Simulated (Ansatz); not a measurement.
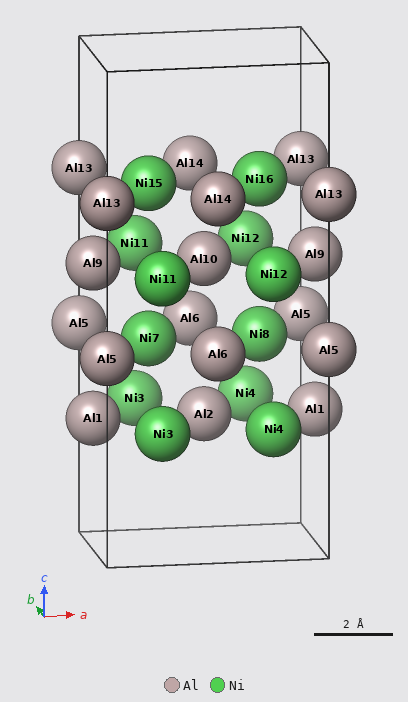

*The structure as given in the input (spheres-only view of the cell of the calculation, with the vacuum cut short, seen slightly off an axis; atoms are numbered from 1 in the order of the input). An atom can appear more than once, as a periodic image.*

## AlNi: geometry relaxation (part 1 of 3)

The run: geometry relaxation of AlNi (slab, 16 atoms in the cell). Method and program: DFT RPBE, scalar-relativistic, plane waves, PAW, no spin polarisation (Ansatz 0.2.0).

The structure derives from an entry of the Crystallography Open Database. The input holds or restrains some coordinates. Forces given for the steps count only the free coordinates. Figures and captions count atoms from 1; the log counts them from 0 in places.

Output:
```
Engine: ansatz 0.2.0, aarch64-unknown-linux-gnu
Pseudopotentials: kind: paw
Pseudopotential: Al, paw, valence charge 3, recommended cutoff 420 eV (normal), Al.paw.azcp
Pseudopotential: Ni, paw, valence charge 18, recommended cutoff 420 eV (normal), Ni.paw.azcp
Functional definition: RPBE
  parameter kappa = 0.804
  parameter beta = 0.06672455060314922
  exchange = rpbe_x(kappa = kappa, mu = beta*pi^2/3)
  correlation = pbe_c(beta = beta)
Crystal: 16 atoms, lattice volume = 557.788 Å³
Basis set: ecut = 420 eV, 10847 PW (Γ), exchange–correlation on 80×60×320 points (8 copies of the dense FFT grid, shifted against one another)
Bands: 101, of which v1, the nominal top of the filled ones, is band 84 counted from 1 (83 counted from 0)
Symmetry: 8 space group operations
k-points: 12 of 35
Non-local potential: Al, projectors of the file, l = 0: 2, l = 1: 2, l = 2: 1
Non-local potential: Ni, projectors of the file, l = 0: 3, l = 1: 2, l = 2: 3, l = 3: 1
PAW form: soft (Blöchl's): semilocal exchange-correlation on the pseudo side does not see the compensation charge
PAW frozen core: Al, regenerated for the run's functional, and the local potential with it (the file was generated under x = pbe(κ = 0.804, μ = 0.2195149727645171), c = pbe(β = 0.06672455060314922))
PAW frozen core: Ni, regenerated for the run's functional, and the local potential with it (the file was generated under x = pbe(κ = 0.804, μ = 0.2195149727645171), c = pbe(β = 0.06672455060314922))
PAW one-centre angular grid: Al, 110 points (default); XC on 64 Gauss nodes
PAW one-centre angular grid: Ni, 590 points (default); XC on 64 Gauss nodes
Initial density: superposition of atomic densities (neutral atoms: chi_scale 0, normalization atom), corrected by the library's trained network
Initial wavefunctions: pseudopotential atomic-orbital guess
Functional: x = rpbe, c = pbe(β = 0.06672455060314922)
SCF iter   1: F=—  HF=-51087.112355 eV  |F-HF|=—  |Δ(HF+E_count)|=         —  Δρ=3.91e-3  dr2=1.55e-1  ethr=1.77e-3  p=-0.000 e·Å  D=-2.26e-14 V/Å  ΔV_dip=0.00 eV  dr2_dipole=8.83e-8  V_vac-E_F(+/−)=4.73/4.73 eV  ⟨swp⟩=9.9  Hψ=5866  notcnv=0  defer=8
efield: sawtooth ramp at fractional position 0.9500 (placed from the atoms, in the widest stretch of the axis that holds none; the zero of the levels goes with the place), width 0.1000; the density the first Hamiltonian is built on has a dipole p = -0.000 e·Å; the dipole correction subtracts the counter field D = -2.26e-14 V/Å, which shifts the + side's vacuum level by +0.00 eV against the − side's; the planar-averaged density in the ramp window peaks in size at 4.3e-5 e/Å³
preconditioner: auto → LDOS  [metal: Δε(μ)=0.027 eV  Ē_g=5.543 eV  σ=0.100 eV  W_gap=0.15  n_scr=118 (ndim 8)  ℏωp=16.0 eV  f_vac=0.569  D(μ)=12.26/eV (n_scr^D=78)  β→1.0]
SCF iter   2: F=—  HF=-51087.135372 eV  |F-HF|=—  |Δ(HF+E_count)|=   2.30e-2  Δρ=6.21e-3  dr2=1.29e-1  ethr=9.26e-5  p=-0.000 e·Å  D=-7.73e-6 V/Å  ΔV_dip=0.00 eV  dr2_dipole=1.05e-6  V_vac-E_F(+/−)=4.70/4.70 eV  ⟨swp⟩=3.1  Hψ=2619  notcnv=0  defer=116
SCF iter   3: F=—  HF=-51087.119568 eV  |F-HF|=—  |Δ(HF+E_count)|=   1.58e-2  Δρ=7.94e-4  dr2=4.08e-3  ethr=7.68e-5  p=-0.000 e·Å  D=-7.34e-6 V/Å  ΔV_dip=0.00 eV  dr2_dipole=1.26e-7  V_vac-E_F(+/−)=4.72/4.72 eV  ⟨swp⟩=2.0  Hψ=1722  notcnv=0  defer=116
SCF iter   4: F=—  HF=-51087.120321 eV  |F-HF|=—  |Δ(HF+E_count)|=   7.52e-4  Δρ=4.74e-4  dr2=1.94e-3  ethr=2.43e-6  p=-0.000 e·Å  D=-7.86e-6 V/Å  ΔV_dip=0.00 eV  dr2_dipole=1.09e-7  V_vac-E_F(+/−)=4.72/4.72 eV  ⟨swp⟩=2.8  Hψ=1776  notcnv=0  defer=116
SCF iter   5: F=—  HF=-51087.120403 eV  |F-HF|=—  |Δ(HF+E_count)|=   8.19e-5  Δρ=9.17e-5  dr2=9.76e-5  ethr=1.15e-6  p=-0.000 e·Å  D=-9.81e-7 V/Å  ΔV_dip=0.00 eV  dr2_dipole=3.64e-8  V_vac-E_F(+/−)=4.73/4.73 eV  ⟨swp⟩=1.4  Hψ=1168  notcnv=0  defer=116
SCF iter   6: F=-51087.120473 eV  HF=-51087.120480 eV  |F-HF|=7.47e-6  |Δ(HF+E_count)|=   7.74e-5  Δρ=7.18e-5  dr2=2.12e-5  ethr=1.34e-8  p=-0.000 e·Å  D=-2.89e-6 V/Å  ΔV_dip=0.00 eV  dr2_dipole=4.26e-9  V_vac-E_F(+/−)=4.73/4.73 eV  ⟨swp⟩=26.8  Hψ=15065  notcnv=0
SCF 1 converged in 6 iterations: F = -51087.120473 eV  dr2 = 2.12e-5
  greatest PAW one-centre occupation: 1.001 electrons in one spin orbital (limit 2), on the Ni atom at site 3 (counted from 0), in its partial waves of l = 1
relax step   1: F+E_penalty+E_count = -51087.12047258 eV  Δ(F+E_penalty+E_count) = +0.000e0 eV  max|allowed force component| = 5.621e-1 eV/Å  Δτ_max = 0.0000 Å  (6 SCF iters, dr2 threshold 2.25e-5 eV, accepted)
Initial density: handed on by an earlier stage of this run
Initial wavefunctions: those handed on with the density
iter 1 solved again at ethr=7.36e-5 eV; its pass at ethr=3.10e-3 eV (dr2=1.24e-1 eV) is discarded
SCF iter   1: F=—  HF=-51087.196521 eV  |F-HF|=—  |Δ(HF+E_count)|=         —  Δρ=2.73e-3  dr2=1.05e-1  ethr=7.36e-5  p=-0.000 e·Å  D=-1.98e-6 V/Å  ΔV_dip=0.00 eV  dr2_dipole=2.63e-2  V_vac-E_F(+/−)=4.72/4.72 eV  ⟨swp⟩=2.0  Hψ=3839  notcnv=0  defer=109
efield: sawtooth ramp at fractional position 0.9500 (handed on by an earlier solve), width 0.1000; the density the first Hamiltonian is built on has a dipole p = -0.000 e·Å; the dipole correction subtracts the counter field D = -1.98e-6 V/Å, which shifts the + side's vacuum level by +0.00 eV against the − side's; the planar-averaged density in the ramp window peaks in size at 7.6e-6 e/Å³
preconditioner: auto → LDOS  [metal: Δε(μ)=0.011 eV  Ē_g=5.556 eV  σ=0.100 eV  W_gap=0.06  n_scr=118 (ndim 8)  ℏωp=16.0 eV  f_vac=0.570  D(μ)=12.45/eV (n_scr^D=78)  β→1.0]
SCF iter   2: F=—  HF=-51087.191776 eV  |F-HF|=—  |Δ(HF+E_count)|=   4.74e-3  Δρ=1.73e-3  dr2=2.63e-2  ethr=6.23e-5  p=0.008 e·Å  D=2.63e-3 V/Å  ΔV_dip=-0.06 eV  dr2_dipole=6.57e-4  V_vac-E_F(+/−)=4.66/4.72 eV  ⟨swp⟩=2.0  Hψ=1850  notcnv=0  defer=109
SCF iter   3: F=—  HF=-51087.187764 eV  |F-HF|=—  |Δ(HF+E_count)|=   4.01e-3  Δρ=1.72e-3  dr2=1.64e-2  ethr=1.56e-5  p=0.005 e·Å  D=1.72e-3 V/Å  ΔV_dip=-0.04 eV  dr2_dipole=2.52e-3  V_vac-E_F(+/−)=4.68/4.72 eV  ⟨swp⟩=2.2  Hψ=1892  notcnv=0  defer=109
SCF iter   4: F=—  HF=-51087.187090 eV  |F-HF|=—  |Δ(HF+E_count)|=   6.74e-4  Δρ=3.78e-4  dr2=2.01e-3  ethr=9.79e-6  p=0.005 e·Å  D=1.69e-3 V/Å  ΔV_dip=-0.04 eV  dr2_dipole=5.07e-4  V_vac-E_F(+/−)=4.69/4.73 eV  ⟨swp⟩=2.0  Hψ=1400  notcnv=0  defer=112
SCF iter   5: F=—  HF=-51087.187036 eV  |F-HF|=—  |Δ(HF+E_count)|=   5.44e-5  Δρ=1.01e-4  dr2=1.43e-4  ethr=1.20e-6  p=0.006 e·Å  D=1.91e-3 V/Å  ΔV_dip=-0.04 eV  dr2_dipole=3.87e-5  V_vac-E_F(+/−)=4.68/4.73 eV  ⟨swp⟩=2.0  Hψ=1724  notcnv=0  defer=113
SCF iter   6: F=-51087.187144 eV  HF=-51087.187125 eV  |F-HF|=1.92e-5  |Δ(HF+E_count)|=   8.93e-5  Δρ=4.93e-5  dr2=1.05e-5  ethr=1.18e-8  p=0.006 e·Å  D=1.95e-3 V/Å  ΔV_dip=-0.05 eV  dr2_dipole=3.28e-7  V_vac-E_F(+/−)=4.68/4.73 eV  ⟨swp⟩=21.1  Hψ=13665  notcnv=0
SCF 2 converged in 6 iterations: F = -51087.187144 eV  dr2 = 1.05e-5
relax step   2: F+E_penalty+E_count = -51087.18714445 eV  Δ(F+E_penalty+E_count) = -6.667e-2 eV  max|allowed force component| = 3.237e-1 eV/Å  Δτ_max = 0.0530 Å  (6 SCF iters, dr2 threshold 1.97e-5 eV, accepted)
SCF iter   1: F=—  HF=-51087.238529 eV  |F-HF|=—  |Δ(HF+E_count)|=         —  Δρ=3.23e-3  dr2=1.96e-1  ethr=1.07e-3  p=0.006 e·Å  D=1.95e-3 V/Å  ΔV_dip=-0.05 eV  dr2_dipole=5.65e-2  V_vac-E_F(+/−)=4.67/4.72 eV  ⟨swp⟩=3.8  Hψ=2591  notcnv=0  defer=111
efield: sawtooth ramp at fractional position 0.9500 (handed on by an earlier solve), width 0.1000; the density the first Hamiltonian is built on has a dipole p = 0.006 e·Å; the dipole correction subtracts the counter field D = 1.95e-3 V/Å, which shifts the + side's vacuum level by -0.05 eV against the − side's; the planar-averaged density in the ramp window peaks in size at 4.5e-6 e/Å³
preconditioner: auto → LDOS  [metal: Δε(μ)=0.032 eV  Ē_g=5.553 eV  σ=0.100 eV  W_gap=0.18  n_scr=118 (ndim 8)  ℏωp=16.0 eV  f_vac=0.571  D(μ)=12.56/eV (n_scr^D=78)  β→1.0]
SCF iter   2: F=—  HF=-51087.225316 eV  |F-HF|=—  |Δ(HF+E_count)|=   1.32e-2  Δρ=1.77e-3  dr2=2.73e-2  ethr=1.17e-4  p=0.018 e·Å  D=5.77e-3 V/Å  ΔV_dip=-0.13 eV  dr2_dipole=6.07e-7  V_vac-E_F(+/−)=4.59/4.72 eV  ⟨swp⟩=2.1  Hψ=2077  notcnv=0  defer=116
SCF iter   3: F=—  HF=-51087.220272 eV  |F-HF|=—  |Δ(HF+E_count)|=   5.04e-3  Δρ=1.63e-3  dr2=1.44e-2  ethr=1.63e-5  p=0.015 e·Å  D=4.73e-3 V/Å  ΔV_dip=-0.11 eV  dr2_dipole=2.05e-3  V_vac-E_F(+/−)=4.61/4.72 eV  ⟨swp⟩=2.8  Hψ=1843  notcnv=0  defer=116
SCF iter   4: F=—  HF=-51087.219411 eV  |F-HF|=—  |Δ(HF+E_count)|=   8.62e-4  Δρ=6.20e-4  dr2=2.48e-3  ethr=8.55e-6  p=0.015 e·Å  D=4.77e-3 V/Å  ΔV_dip=-0.11 eV  dr2_dipole=3.61e-4  V_vac-E_F(+/−)=4.61/4.72 eV  ⟨swp⟩=2.1  Hψ=1622  notcnv=0  defer=116
SCF iter   5: F=—  HF=-51087.219677 eV  |F-HF|=—  |Δ(HF+E_count)|=   2.67e-4  Δρ=1.29e-4  dr2=2.29e-4  ethr=1.48e-6  p=0.015 e·Å  D=4.94e-3 V/Å  ΔV_dip=-0.11 eV  dr2_dipole=6.30e-5  V_vac-E_F(+/−)=4.61/4.72 eV  ⟨swp⟩=2.0  Hψ=1664  notcnv=0  defer=116
SCF iter   6: F=—  HF=-51087.219774 eV  |F-HF|=—  |Δ(HF+E_count)|=   9.67e-5  Δρ=8.05e-5  dr2=3.28e-5  ethr=1.36e-7  p=0.015 e·Å  D=4.96e-3 V/Å  ΔV_dip=-0.12 eV  dr2_dipole=2.65e-6  V_vac-E_F(+/−)=4.61/4.72 eV  ⟨swp⟩=2.0  Hψ=1562  notcnv=0  defer=116
iter 7 did not close the SCF: its close was put off until two iterations running show no level that it waits for move by more than its bar (scf_convergence_deferred on its scf_iter line)
SCF iter   7: F=-51087.219796 eV  HF=-51087.219800 eV  |F-HF|=3.38e-6  |Δ(HF+E_count)|=   2.57e-5  Δρ=2.21e-5  dr2=4.27e-6  ethr=3.90e-9  p=0.015 e·Å  D=4.94e-3 V/Å  ΔV_dip=-0.11 eV  dr2_dipole=8.21e-7  V_vac-E_F(+/−)=4.61/4.72 eV  ⟨swp⟩=22.3  Hψ=13816  notcnv=0
iter 8 did not close the SCF: its close was put off until two iterations running show no level that it waits for move by more than its bar (scf_convergence_deferred on its scf_iter line)
SCF iter   8: F=-51087.219801 eV  HF=-51087.219800 eV  |F-HF|=9.19e-8  |Δ(HF+E_count)|=   8.33e-7  Δρ=5.36e-6  dr2=3.17e-7  ethr=2.54e-9  p=0.015 e·Å  D=4.93e-3 V/Å  ΔV_dip=-0.11 eV  dr2_dipole=7.23e-8  V_vac-E_F(+/−)=4.61/4.72 eV  ⟨swp⟩=12.6  Hψ=10148  notcnv=0
SCF iter   9: F=-51087.219801 eV  HF=-51087.219801 eV  |F-HF|=4.84e-9  |Δ(HF+E_count)|=   3.18e-7  Δρ=5.31e-6  dr2=1.36e-7  ethr=1.88e-10  p=0.015 e·Å  D=4.92e-3 V/Å  ΔV_dip=-0.11 eV  dr2_dipole=1.05e-10  V_vac-E_F(+/−)=4.61/4.72 eV  ⟨swp⟩=12.0  Hψ=9708  notcnv=0
SCF 3 converged in 9 iterations: F = -51087.219801 eV  dr2 = 1.36e-7
relax step   3: F+E_penalty+E_count = -51087.21980075 eV  Δ(F+E_penalty+E_count) = -3.266e-2 eV  max|allowed force component| = 5.223e-2 eV/Å  Δτ_max = 0.0651 Å  (9 SCF iters, dr2 threshold 6.55e-6 eV, accepted)
SCF iter   1: F=—  HF=-51087.221060 eV  |F-HF|=—  |Δ(HF+E_count)|=         —  Δρ=7.20e-4  dr2=6.33e-3  ethr=4.13e-5  p=0.015 e·Å  D=4.92e-3 V/Å  ΔV_dip=-0.11 eV  dr2_dipole=6.74e-4  V_vac-E_F(+/−)=4.61/4.72 eV  ⟨swp⟩=2.0  Hψ=2182  notcnv=0  defer=116
efield: sawtooth ramp at fractional position 0.9500 (handed on by an earlier solve), width 0.1000; the density the first Hamiltonian is built on has a dipole p = 0.015 e·Å; the dipole correction subtracts the counter field D = 4.92e-3 V/Å, which shifts the + side's vacuum level by -0.11 eV against the − side's; the planar-averaged density in the ramp window peaks in size at 3.4e-6 e/Å³
preconditioner: auto → LDOS  [metal: Δε(μ)=0.026 eV  Ē_g=5.543 eV  σ=0.100 eV  W_gap=0.14  n_scr=118 (ndim 8)  ℏωp=16.0 eV  f_vac=0.569  D(μ)=12.96/eV (n_scr^D=90)  β→1.0]
SCF iter   2: F=—  HF=-51087.220718 eV  |F-HF|=—  |Δ(HF+E_count)|=   3.42e-4  Δρ=6.95e-4  dr2=4.16e-3  ethr=3.77e-6  p=0.014 e·Å  D=4.50e-3 V/Å  ΔV_dip=-0.10 eV  dr2_dipole=1.17e-4  V_vac-E_F(+/−)=4.62/4.73 eV  ⟨swp⟩=3.0  Hψ=2218  notcnv=0  defer=116
SCF iter   3: F=—  HF=-51087.220038 eV  |F-HF|=—  |Δ(HF+E_count)|=   6.80e-4  Δρ=3.55e-4  dr2=8.82e-4  ethr=2.48e-6  p=0.014 e·Å  D=4.70e-3 V/Å  ΔV_dip=-0.11 eV  dr2_dipole=1.54e-4  V_vac-E_F(+/−)=4.62/4.73 eV  ⟨swp⟩=2.0  Hψ=1702  notcnv=0  defer=116
SCF iter   4: F=—  HF=-51087.220020 eV  |F-HF|=—  |Δ(HF+E_count)|=   1.79e-5  Δρ=1.03e-4  dr2=1.16e-4  ethr=5.25e-7  p=0.015 e·Å  D=4.73e-3 V/Å  ΔV_dip=-0.11 eV  dr2_dipole=2.86e-5  V_vac-E_F(+/−)=4.62/4.73 eV  ⟨swp⟩=2.1  Hψ=1561  notcnv=0  defer=116
SCF iter   5: F=—  HF=-51087.220020 eV  |F-HF|=—  |Δ(HF+E_count)|=   3.12e-7  Δρ=2.67e-5  dr2=7.86e-6  ethr=6.92e-8  p=0.015 e·Å  D=4.73e-3 V/Å  ΔV_dip=-0.11 eV  dr2_dipole=2.03e-6  V_vac-E_F(+/−)=4.62/4.72 eV  ⟨swp⟩=1.9  Hψ=1580  notcnv=0  defer=116
SCF iter   6: F=—  HF=-51087.220403 eV  |F-HF|=—  |Δ(HF+E_count)|=   3.83e-4  Δρ=1.25e-5  dr2=8.02e-7  ethr=4.68e-9  p=0.015 e·Å  D=4.73e-3 V/Å  ΔV_dip=-0.11 eV  dr2_dipole=1.01e-7  V_vac-E_F(+/−)=4.62/4.72 eV  ⟨swp⟩=2.2  Hψ=1736  notcnv=0  defer=116
SCF iter   7: F=—  HF=-51087.220407 eV  |F-HF|=—  |Δ(HF+E_count)|=   3.37e-6  Δρ=5.18e-6  dr2=1.05e-7  ethr=4.78e-10  p=0.015 e·Å  D=4.73e-3 V/Å  ΔV_dip=-0.11 eV  dr2_dipole=7.27e-9  V_vac-E_F(+/−)=4.62/4.72 eV  ⟨swp⟩=2.0  Hψ=1701  notcnv=0  defer=116
SCF iter   8: F=-51087.220408 eV  HF=-51087.220408 eV  |F-HF|=2.69e-8  |Δ(HF+E_count)|=   1.12e-6  Δρ=2.06e-6  dr2=3.58e-8  ethr=5.95e-11  p=0.015 e·Å  D=4.73e-3 V/Å  ΔV_dip=-0.11 eV  dr2_dipole=7.34e-9  V_vac-E_F(+/−)=4.62/4.72 eV  ⟨swp⟩=19.2  Hψ=10528  notcnv=0
SCF 4 converged in 8 iterations: F = -51087.220408 eV  dr2 = 3.58e-8
relax step   4: F+E_penalty+E_count = -51087.22040768 eV  Δ(F+E_penalty+E_count) = -6.069e-4 eV  max|allowed force component| = 1.818e-2 eV/Å  Δτ_max = 0.0127 Å  (8 SCF iters, accepted)
```

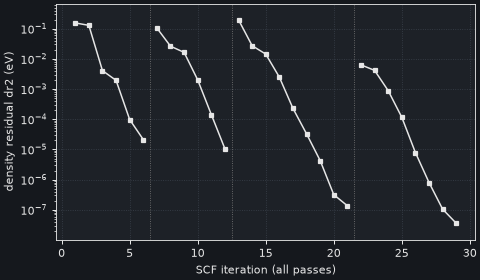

*Convergence of the self-consistent field: density residual dr2 against the SCF iteration. The dotted lines part the SCF passes of the relaxation: geometry steps, rejected trials and re-solves on a re-selected basis.*

The passes take 6, 6, 9 and 8 iterations.

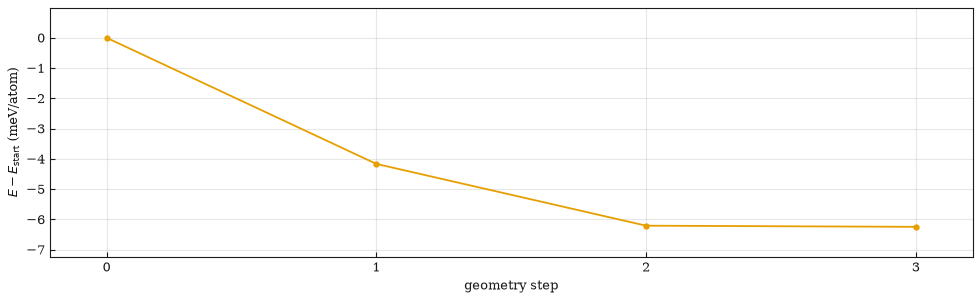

*Progress of the restrained relaxation, step by step (the first geometry is step 0 here and step 1 in the log).*

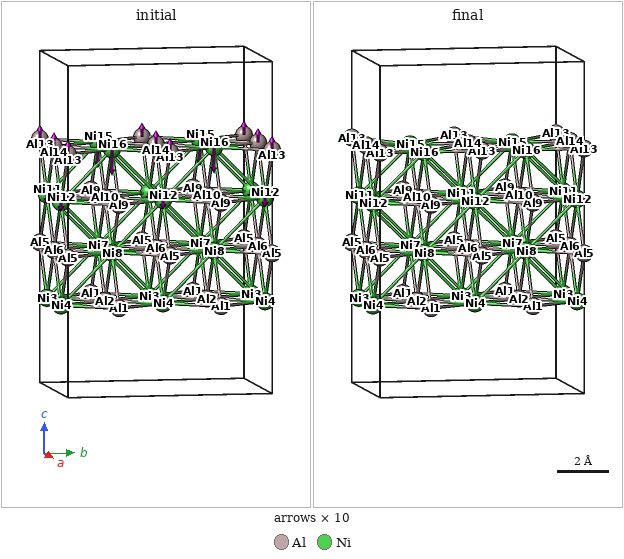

*Before (left) and after (right) the restrained relaxation, at one scale (ball-and-stick view of the 1 × 2 repeat of the cell, with the vacuum cut short, seen slightly off an axis). The pink arrows give the displacements, magnified 10 times.*

The largest moves, 0.11 Å, are those of Ni15 and Ni16. Largest moves by element: Ni 0.11 Å, Al 0.06 Å. The cell doesn't change. Among the contacts that change: Al10–Ni15 2.526 → 2.438 Å, Ni11–Al13 2.526 → 2.606 Å, Ni11–Ni15 2.916 → 2.870 Å, Al5–Ni11 2.526 → 2.493 Å. Among the angles that change: Ni15–Al14–Ni16 180.0° → 172.6°, Ni11–Al14–Ni16 109.5° → 105.6°, Ni11–Al14–Ni12 70.5° → 68.1°. The energy falls by 6.2 meV per atom in 3 geometry steps. The largest force component goes from 0.56 to 0.018 eV/Å. (Atoms are counted from 1 in the order of the input.)

```
WARN: The input density's exchange-correlation potential varies sharply where the density is thin. Do not read a vacuum level from v_tot or v_xc, or from such a field of the output density. On a cell that repeats whose density bears no net charge and no dipole along the vacuum's axis use v_es (v_loc + v_h of the components); under efield.dipole_correction with no amplitude use v_es + v_field, which holds any external_charges[].barrier, or the levels of the report's work_function block, which leave it out; under a non-zero efield.amplitude the vacuum is tilted and has no level; on a cell that repeats and bears such a dipole with no correction it is tilted too, and efield.dipole_correction with no amplitude gives each side of its ramp a level where efield: is served; in a cell that repeats whose density bears a net charge (total_charge, or a fill off its count) it is curved and has none; of a slab under crystal.periodic whose density bears no net charge use v_es, which has a level on each side, short of where the two are joined; of another it falls or rises all the way out and has none; of a slab beside external_charges read slab_vacuum_level instead, which it has where they leave it neutral. The grid or the basis barely resolves most such structure, and the values can differ between equally converged runs; as a rule a tighter scf.convergence.dr2_threshold does not remove it. Where the density itself ripples (under the LDA too) a higher basis.ecutwfc lessens it. The files hold the spikes' plane waves up to the density's cutoff. Files: v_tot and the like, and their columns of v_z.tsv (output.write_potential); v_xc and the like, and their columns of v_comp_z.tsv (output.write_potential_components); where files of the output density stand in their place, no point of their own thin density is over the threshold below, and this is of outcome.potential() and, of a run that writes arrays (npy), the arrays of these names. Measured: with its Gaussian average of σ = 0.25 Å subtracted twice, the exchange-correlation potential is over 0.1 eV at 60 of the grid points where the equally averaged density (valence and model cores) is under 1e-3 e/Å³, and 0.157 eV at the most among them, at an averaged density of 1.2e-7 e/Å³. See output.write_potential in the manual, Limitations
SCF converged after 8 iterations
Free energy (F): -51087.220408 eV
Harris-Foulkes:  -51087.220408 eV  (|F-HF|=2.69e-8)
Internal energy: -51087.155883 eV  (E = F + TS)
E sigma→0 (E₀):  -51087.188145 eV
Entropy (-TS):   -0.064525 eV (-4.033 meV/atom)
Fermi energy:    1.817711 eV
Dipole field:    D = 0.004656 V/Å  (p = 0.014353 e·Å, saw-weighted, corrected)
Work function:   Φ+ = 4.6162 eV   Φ− = 4.7242 eV
Levels:          The Fermi level and band energies are counted from a zero that moves with the ramp; work functions are not
```
